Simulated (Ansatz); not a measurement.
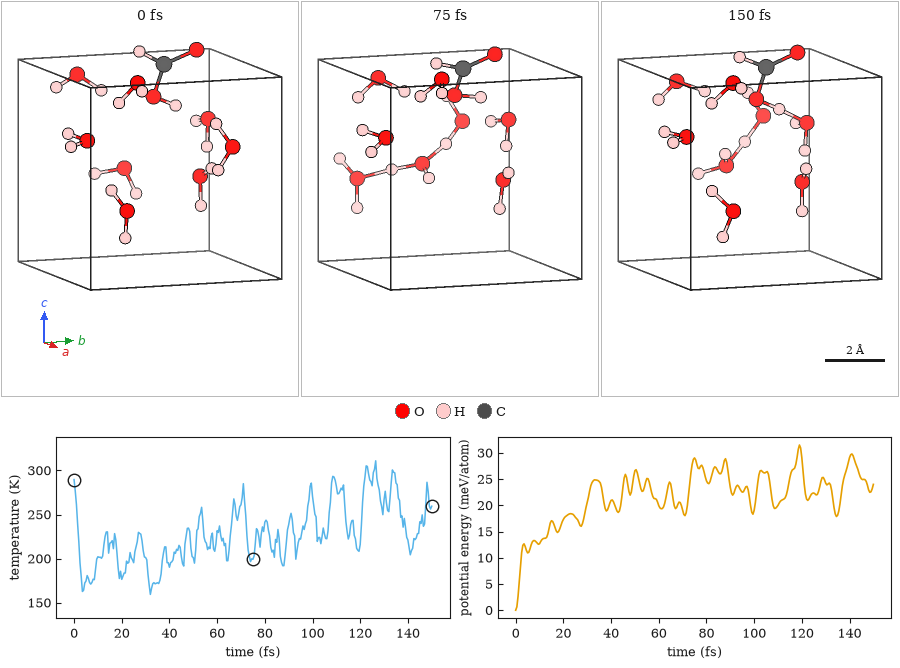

Molecular dynamics of a periodic cell with 8 H2O + 1 HCOOH at 0.947 g/cm³, 150 fs long. Frames and the history of the run. The picture is a ball-and-stick view of the simulation cell, seen slightly off an axis. Atoms that leave the cell re-enter on the other side.

All numbers below come from DFT LDA, scalar-relativistic, plane waves, PAW (Ansatz 0.2.0). Settings: plane-wave cutoff 420 eV; k-point mesh 1 × 1 × 1; Fermi-Dirac smearing 0.05 eV; Langevin thermostat (NVT); set temperature 300 K; time step 0.5 fs; friction 0.02 per fs.

> Describe the run.

Over the second half the temperature averages 246 K (spread ±29 K). The potential energy in the second half lies on average 24.4 meV per atom above the first frame. In the second half of the run the atoms are, in the root-mean-square, this far from where they began (common drift taken out): H 0.40 Å, O 0.21 Å, C 0.18 Å. The heavy atoms stay within a fraction of a molecule's size of their starting places; so short a run doesn't tell a liquid from a solid. Bond changes: one H–O bond breaks at about 70 fs; 2 H–O bonds form between 72 fs and 100 fs.

Limits of the set-up: the periodic images lie only 6.9 Å apart, so the values are limited by the cell's size.

Cost: 5.7 min on 1 thread of Arm Neoverse V1, on a shared host, peak memory 0.35 GiB.
